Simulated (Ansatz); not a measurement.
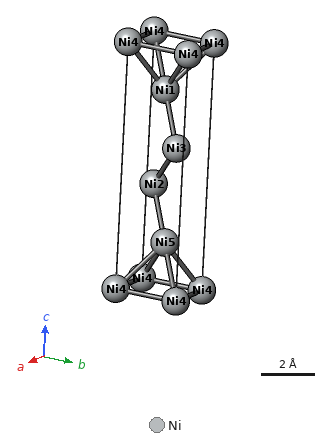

The structure (ball-and-stick view of the reduced cell, seen slightly off an axis; atoms are numbered from 1 in the order of the input). An atom can appear more than once, as a periodic image. Near neighbours in the periodic cell (some may lie outside the picture): Ni has 12 Ni at 2.46 to 2.56 Å.

## Ni: a changed input and its effect

System: Ni (Fmmm, 5 atoms in the cell).
Method of run A: DFT PBE, scalar-relativistic, plane waves, PAW, spin-polarised (Ansatz 0.2.0).

The structure derives from a Materials Project entry. Text and figures count atoms from 1; the logs count them from 0 in places.

## The input, run A
```yaml
crystal:
  lattice:
    - [3.5566632851, 0.0, -1.0e-10]
    - [-1.7783316425, 9.2404822727, 0.0]
    - [-1.7783316425, 0.0, 1.6983899179]
  atoms:
    - { symbol: Ni, position: [0.4, 0.8, 0.0], spin: 0.76 }
    - { symbol: Ni, position: [0.2, 0.4, 0.0], spin: 0.76 }
    - { symbol: Ni, position: [0.8, 0.6, 0.0], spin: 0.76 }
    - { symbol: Ni, position: [0.0, 0.0, 0.0], spin: 0.76 }
    - { symbol: Ni, position: [0.6, 0.2, 0.0], spin: 0.76 }
basis:
  ecutwfc: 420
kpoints:
  mp_grid: { grid: [10, 4, 20] }
hamiltonian:
  xc: pbe
scf:
  occupations: { method: gaussian, width: 0.1 }
output:
  forces: true
  stress: true
  eigenvalues: true
  populations: true
magnetization:
  spin_polarized: true
```

Command:
```bash
ansatz run input.yaml --threads 8 --pin off --max-ram 28672MiB --backend cpu --events-out ev --progress --plain --runs-dir out
```

Hardware: 8 threads of Intel Xeon @ 2.50GHz (Skylake/Cascade Lake), 192 GiB of memory available, shared host.

## Output, shortened to warnings, some set-up lines, iterations and results (run A)
```
Warning: crystal.symmetry: narrowed to the stabiliser of the k-point mesh — unitary ops 40 → 20; excluded 20 operations that carry a point of the 10×4×20 mesh (shift [0, 0, 0]) off the mesh (the run samples exactly the mesh kpoints.mp_grid names, as under crystal.symmetry.detect: false, and its converged state has the mesh's symmetry, not the crystal's; ε∞, the Born charges and the force …
Basis set: ecut = 420 eV, 1083 PW (Γ), exchange–correlation on 48×128×36 points (8 copies of the dense FFT grid, shifted against one another)
Symmetry: 20 space group operations
k-points: 232 of 800
Initial density: superposition of atomic densities (chi_scale 0.1, normalization cell)
[...]
SCF iter   1: F=—  HF=-29194.636479 eV  |F-HF|=—  |Δ(HF+E_count)|=         —  Δρ=7.38e-2 (↑9.87e-3 ↓7.38e-2)  dr2=2.12e0  dr2_m=6.22e-1  M=4.211 μB ∫|m|=4.467 μB  β_m=0.30  …
SCF iter   2: F=—  HF=-29194.489487 eV  |F-HF|=—  |Δ(HF+E_count)|=   1.47e-1  Δρ=2.34e-2 (↑2.34e-2 ↓1.50e-2)  dr2=7.26e-2  dr2_m=1.18e-1  M=3.823 μB ∫|m|=4.140 μB  β_m=0.31  …
SCF iter   3: F=—  HF=-29196.011375 eV  |F-HF|=—  |Δ(HF+E_count)|=    1.52e0  Δρ=1.87e-2 (↑1.87e-2 ↓1.06e-2)  dr2=1.28e-1  dr2_m=3.06e-2  M=3.686 μB ∫|m|=4.038 μB  β_m=0.65  …
SCF iter   4: F=—  HF=-29198.291062 eV  |F-HF|=—  |Δ(HF+E_count)|=    2.28e0  Δρ=2.46e-2 (↑1.32e-2 ↓2.46e-2)  dr2=4.59e-1  dr2_m=2.17e-2  M=3.358 μB ∫|m|=3.792 μB  β_m=0.83  …
SCF iter   5: F=—  HF=-29198.531354 eV  |F-HF|=—  |Δ(HF+E_count)|=   2.40e-1  Δρ=3.57e-3 (↑1.41e-3 ↓3.57e-3)  dr2=7.32e-3  dr2_m=1.88e-3  M=3.276 μB ∫|m|=3.735 μB  β_m=0.91  …
SCF iter   6: F=—  HF=-29198.532862 eV  |F-HF|=—  |Δ(HF+E_count)|=   1.51e-3  Δρ=3.48e-3 (↑1.67e-3 ↓3.48e-3)  dr2=9.22e-3  dr2_m=5.33e-4  M=3.275 μB ∫|m|=3.737 μB  β_m=0.96  …
SCF iter   7: F=—  HF=-29198.535671 eV  |F-HF|=—  |Δ(HF+E_count)|=   2.81e-3  Δρ=1.48e-4 (↑8.83e-5 ↓1.48e-4)  dr2=1.38e-5  dr2_m=9.71e-7  M=3.266 μB ∫|m|=3.731 μB  β_m=0.98  …
SCF iter   8: F=—  HF=-29198.535679 eV  |F-HF|=—  |Δ(HF+E_count)|=   8.12e-6  Δρ=3.49e-5 (↑2.02e-5 ↓3.49e-5)  dr2=5.89e-7  dr2_m=1.61e-7  M=3.265 μB ∫|m|=3.731 μB  β_m=0.99  …
SCF iter   9: F=—  HF=-29198.535679 eV  |F-HF|=—  |Δ(HF+E_count)|=   5.39e-8  Δρ=1.54e-5 (↑5.23e-6 ↓1.54e-5)  dr2=9.22e-8  dr2_m=3.29e-8  M=3.265 μB ∫|m|=3.731 μB  β_m=0.99  …
SCF iter  10: F=-29198.535679 eV  HF=-29198.535679 eV  |F-HF|=1.49e-8  |Δ(HF+E_count)|=   1.26e-9  Δρ=5.64e-6 (↑2.73e-6 ↓5.64e-6)  dr2=2.36e-8  dr2_m=1.35e-9  M=3.265 μB …
SCF 1 converged in 10 iterations: F = -29198.535679 eV  dr2 = 2.36e-8
SCF converged after 10 iterations
Magnetization: 3.2655 μB (46.6327 up, 43.3673 down)
Absolute magnetization: 3.7348 μB (∫|ρ↑−ρ↓|, with the PAW one-centre terms)
Spin contamination: 0.0381 ħ² per cell (⟨S²⟩ above its minimum at these occupations)
Per-site moments (μB) at R_I (Å): [(0.69464575289303, 1.0143635634876387), (0.6946457528930297, 1.0143635634876387), (0.6946457528930292, 1.0143635634876387), (0.69464575289303, 1.0143635634876387), (0.6946457528930302, 1.0143635634876387)]
Free energy (F): -29198.535679 eV
Harris-Foulkes:  -29198.535679 eV  (|F-HF|=1.49e-8)
Internal energy: -29198.490031 eV  (E = F + TS)
E sigma→0 (E₀):  -29198.512855 eV
Entropy (-TS):   -0.045648 eV (-9.130 meV/atom)
Fermi energy:    17.601153 eV
--- Per-component energies (eV) ---
  E_band       = -1468.792802
  E_kinetic    = 1408.053068
  E_local      = -17399.466569  (includes V_loc(G=0)·N_el)
  E_nonlocal   = 3179.171637
  E_hartree    = 7257.985529
  E_xc         = -422.696658
  E_vxc        = -544.974486  (∫ρ·V_xc dr)
  E_paw        = -8149.460368  (= ΣΔE_a)
  E_vpaw       = -2627.575862  (= ΣTr[D̂ρ^β])
  E_aug_tail   = 0.002494  (compensation charges beyond the density's cutoff)
  E_ewald      = -15072.079165
  E_smearing   = -0.045648  (= −TS)
  E_closure    = 0.000000  (closes the sum)
  Σ components = -29198.535679   (vs F -29198.535679, Δ=0.00e0)
--- Forces (eV/Å), atoms counted from 1 ---
  atom   1  Ni     0.00000000    -0.00000000     0.00000000
  atom   2  Ni     0.00000000     0.00000000     0.00000000
  atom   3  Ni     0.00000000    -0.00000000     0.00000000
  atom   4  Ni     0.00000000    -0.00000000     0.00000000
  atom   5  Ni     0.00000000     0.00000000     0.00000000
  max |Σ_I F_I| component: 7.57e-26 eV/Å
--- Stress (GPa, compression-positive) ---
       -3.426155       0.059802       0.000000
        0.059802      -9.343063       0.000000
        0.000000       0.000000      -0.000399
  P = ⅓ Tr σ = -4.2565 GPa (-42.565 kbar)
--- Löwdin populations: 5 sites ---
  site symbol       q [e]    m [muB]
     0     Ni     17.7778     0.6842
     1     Ni     17.7778     0.6842
     2     Ni     17.7778     0.6842
     3     Ni     17.7778     0.6842
     4     Ni     17.7778     0.6842
  spilling = 0.012347 (of n_electrons = 90.000000)
```

For run B the input was changed thus:
```diff
+  symmetry: { detect: false }
+  convergence: { dr2_threshold: 1.0e-08 }
-  populations: true
```

What does this change do to the results?

Both reach the same energy, so the change doesn't alter the result. The SCF takes 17 iterations against 10. The irreducible k-points go from 232 to 404. On the same kind of shared host run B took about 3.2 times as long.

## Output, shortened to warnings, some set-up lines, iterations and results (run B)
```
Warning: output.stress: scf.convergence.dr2_threshold = 1e-8 eV is looser than the 5e-10 eV advised for a printed stress (1e-10 eV for each atom of the cell: 5). What an SCF threshold leaves in a stress goes as its square root, and in the free energy as the threshold itself, and one threshold admits the most on a small cell: of the crystals measured, under no hybrid functional and no lock of the …
Basis set: ecut = 420 eV, 1083 PW (Γ), exchange–correlation on 48×128×36 points (8 copies of the dense FFT grid, shifted against one another)
Symmetry: 1 space group operations
k-points: 404 of 800 (time reversal used)
Initial density: superposition of atomic densities (chi_scale 0.1, normalization cell)
[...]
SCF iter   1: F=—  HF=-29194.636511 eV  |F-HF|=—  |Δ(HF+E_count)|=         —  Δρ=7.38e-2 (↑9.87e-3 ↓7.38e-2)  dr2=2.12e0  dr2_m=6.22e-1  M=4.211 μB ∫|m|=4.466 μB  β_m=0.30  …
SCF iter   2: F=—  HF=-29194.489679 eV  |F-HF|=—  |Δ(HF+E_count)|=   1.47e-1  Δρ=2.34e-2 (↑2.34e-2 ↓1.50e-2)  dr2=7.26e-2  dr2_m=1.18e-1  M=3.823 μB ∫|m|=4.140 μB  β_m=0.31  …
SCF iter   3: F=—  HF=-29196.011616 eV  |F-HF|=—  |Δ(HF+E_count)|=    1.52e0  Δρ=1.87e-2 (↑1.87e-2 ↓1.05e-2)  dr2=1.28e-1  dr2_m=3.06e-2  M=3.686 μB ∫|m|=4.038 μB  β_m=0.65  …
SCF iter   4: F=—  HF=-29198.290232 eV  |F-HF|=—  |Δ(HF+E_count)|=    2.28e0  Δρ=2.45e-2 (↑1.32e-2 ↓2.45e-2)  dr2=4.58e-1  dr2_m=2.16e-2  M=3.358 μB ∫|m|=3.792 μB  β_m=0.83  …
SCF iter   5: F=—  HF=-29198.531514 eV  |F-HF|=—  |Δ(HF+E_count)|=   2.41e-1  Δρ=3.56e-3 (↑1.42e-3 ↓3.56e-3)  dr2=7.29e-3  dr2_m=1.88e-3  M=3.276 μB ∫|m|=3.735 μB  β_m=0.91  …
[... 8 lines ...]
SCF iter  14: F=—  HF=-29198.535679 eV  |F-HF|=—  |Δ(HF+E_count)|=   1.50e-8  Δρ=1.23e-5 (↑4.41e-6 ↓1.23e-5)  dr2=1.23e-7  dr2_m=9.28e-9  M=3.265 μB ∫|m|=3.731 μB  β_m=0.80  …
SCF iter  15: F=—  HF=-29198.535679 eV  |F-HF|=—  |Δ(HF+E_count)|=   1.08e-8  Δρ=4.58e-6 (↑2.64e-6 ↓4.58e-6)  dr2=1.95e-8  dr2_m=1.10e-9  M=3.265 μB ∫|m|=3.731 μB  β_m=0.68  …
SCF iter  16: F=—  HF=-29198.535679 eV  |F-HF|=—  |Δ(HF+E_count)|=   2.61e-9  Δρ=1.63e-6 (↑8.39e-7 ↓1.63e-6)  dr2=2.54e-9  dr2_m=1.17e-10  M=3.265 μB ∫|m|=3.731 μB  β_m=0.58  …
SCF iter  17: F=-29198.535679 eV  HF=-29198.535679 eV  |F-HF|=3.06e-9  |Δ(HF+E_count)|=  3.02e-10  Δρ=1.75e-6 (↑3.72e-7 ↓1.75e-6)  dr2=3.27e-9  dr2_m=2.90e-10  M=3.265 μB …
SCF 1 converged in 17 iterations: F = -29198.535679 eV  dr2 = 3.27e-9
SCF converged after 17 iterations
Magnetization: 3.2655 μB (46.6327 up, 43.3673 down)
Absolute magnetization: 3.7348 μB (∫|ρ↑−ρ↓|, with the PAW one-centre terms)
Spin contamination: 0.0381 ħ² per cell (⟨S²⟩ above its minimum at these occupations)
Per-site moments (μB) at R_I (Å): [(0.6946454876147963, 1.0143635634869683), (0.6946438524587134, 1.0143635634869683), (0.6946427932868665, 1.0143635634869683), (0.6946526597396719, 1.0143635634869683), (0.6946432179534952, 1.0143635634869683)]
Free energy (F): -29198.535679 eV
Harris-Foulkes:  -29198.535679 eV  (|F-HF|=3.06e-9)
Internal energy: -29198.490031 eV  (E = F + TS)
E sigma→0 (E₀):  -29198.512855 eV
Entropy (-TS):   -0.045648 eV (-9.130 meV/atom)
Fermi energy:    17.601097 eV
--- Per-component energies (eV) ---
  E_band       = -1468.798270
  E_kinetic    = 1408.052426
  E_local      = -17399.489903  (includes V_loc(G=0)·N_el)
  E_nonlocal   = 3179.178811
  E_hartree    = 7258.004267
  E_xc         = -422.695812
  E_vxc        = -544.973366  (∫ρ·V_xc dr)
  E_paw        = -8149.463149  (= ΣΔE_a)
  E_vpaw       = -2627.575177  (= ΣTr[D̂ρ^β])
  E_aug_tail   = 0.002494  (compensation charges beyond the density's cutoff)
  E_ewald      = -15072.079165
  E_smearing   = -0.045648  (= −TS)
  E_closure    = -0.000000  (closes the sum)
  Σ components = -29198.535679   (vs F -29198.535679, Δ=0.00e0)
--- Forces (eV/Å), atoms counted from 1 ---
  atom   1  Ni     0.00000000    -0.00000560    -0.00000000
  atom   2  Ni     0.00000003     0.00000127     0.00000001
  atom   3  Ni     0.00000000    -0.00000234     0.00000001
  atom   4  Ni    -0.00000002     0.00000080    -0.00000001
  atom   5  Ni    -0.00000000     0.00000588    -0.00000000
  max |Σ_I F_I| component: 2.15e-9 eV/Å
--- Stress (GPa, compression-positive) ---
       -3.425331       0.059802      -0.000001
        0.059802      -9.342189       0.000000
       -0.000000       0.000000       0.000377
  P = ⅓ Tr σ = -4.2557 GPa (-42.557 kbar)
```

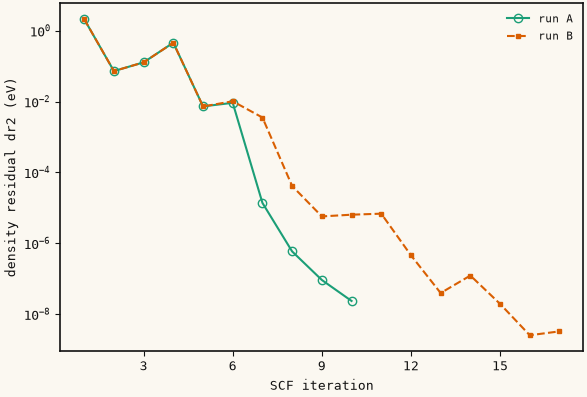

Convergence of the two runs: density residual dr2 against the SCF iteration. Run A takes 10 iterations in all, and run B takes 17.

## The two runs side by side

```csv
quantity,run A,run B
outcome,converged,converged
free energy per atom (eV),−5839.7071,−5839.7071
"energy per atom, smearing taken to zero (eV)",−5839.7026,−5839.7026
gap on the mesh (eV),0.00,0.00
net moment of the cell (μB),3.27,3.27
absolute moment of the cell (μB),3.73,3.73
pressure (GPa),−4.26,−4.26
largest force (eV/Å),0.000,0.000
SCF iterations,10,17
irreducible k-points,232,404
plane waves at Γ,1083,1083
wall time (shared host),28 s,90 s
```

For run A: Warnings: the k-point mesh lowers the symmetry that the run can use. For run B: Warnings: the SCF threshold is looser than advised for the printed stress.
